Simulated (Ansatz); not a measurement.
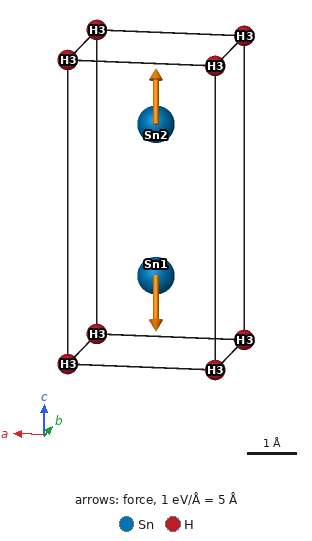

Starting geometry of crystalline Sn2H (a generated structure, set up in P4/mmm) with the computed forces as orange arrows. Style: ball-and-stick. Shown: the cell of the calculation, from a free direction.

Theory: Ansatz, DFT PBE, scalar-relativistic, plane waves, PAW. Set-up: plane-wave cutoff 420 eV; k-point mesh 16 × 16 × 8; occupations gaussian; smearing width 0.1 eV; no spin polarisation; cell and atoms relaxed; force threshold 0.01 eV/Å; at most 80 steps.

> Is this structure relaxed? If not, where do the atoms go?

It isn't relaxed: the largest force vector, on Sn atoms, is 0.23 eV/Å. The atoms end up moving mostly along the starting forces (cosine between the two patterns 1.00). The largest moves relative to the cell, 0.049 Å, are those of Sn1 and Sn2. Sn1 goes along −c. H stays in place. The volume changes by +2.3 %, with a = b 3.072 → 3.157 Å (+2.8 %), c 6.346 → 6.144 Å (−3.2 %). The space group stays P4/mmm (No. 123). The energy falls by 12.2 meV per atom in 5 accepted moves (6 points after the start). The largest force component goes from 0.23 to 0.0001 eV/Å. The pressure goes from 0.55 to 0.01 GPa. At 1 point the geometry stayed and the basis and grid were re-selected for the new cell (energy shift of 0.2 meV per atom at most each time). The run took 120 s on 1 thread of Intel(R) Xeon(R) Processor @ 2.70GHz, with other jobs on the host, peak memory 0.53 GiB.
